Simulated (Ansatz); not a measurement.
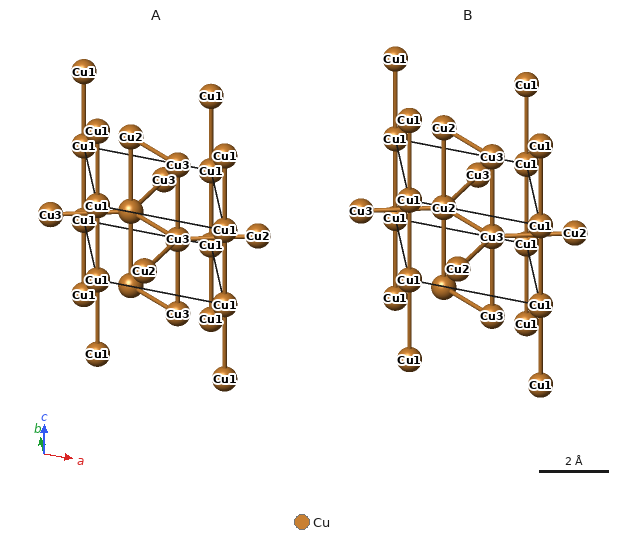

Two geometries of solid Cu (built on the omega_191 type) (coarse preliminary run), drawn at one scale. One is the start of a relaxation, the other its converged end. The picture is a ball-and-stick view of the cell of the calculation, seen from a free direction.

Theory: DFT r2SCAN, scalar-relativistic, plane waves, PAW in Ansatz. (plane-wave cutoff 500 eV; k-point mesh 6 × 6 × 6; occupations gaussian; smearing width 0.1 eV; no spin polarisation; cell and atoms relaxed; force threshold 0.04 eV/Å; at most 70 steps)

Question: Which geometry has the lower energy?

Answer: Structure A is the relaxed one. Case: omega type (P6/mmm, No. 191). The atoms keep their places relative to the cell (all moves are under 0.005 Å). The volume changes by −12.2 %, with a = b 4.220 → 4.095 Å (−3.0 %), c 2.587 → 2.411 Å (−6.8 %). Some distances before and after: Cu1–Cu1 2.587 → 2.411 Å, Cu2–Cu3 2.436 → 2.364 Å. The space group stays P6/mmm (No. 191). The energy falls by 92.2 meV per atom in 3 accepted moves (4 points after the start). All forces vanish by symmetry, so only the cell relaxes. Pressure: −14.56 GPa at the start and −0.16 GPa at the end. The SCF was repeated once at an unchanged geometry on a basis and grid sized afresh for the cell, which shifted the energy by 0.5 meV per atom at most.

Limits of the set-up: the k-point mesh is coarse for a cell with partly filled bands.
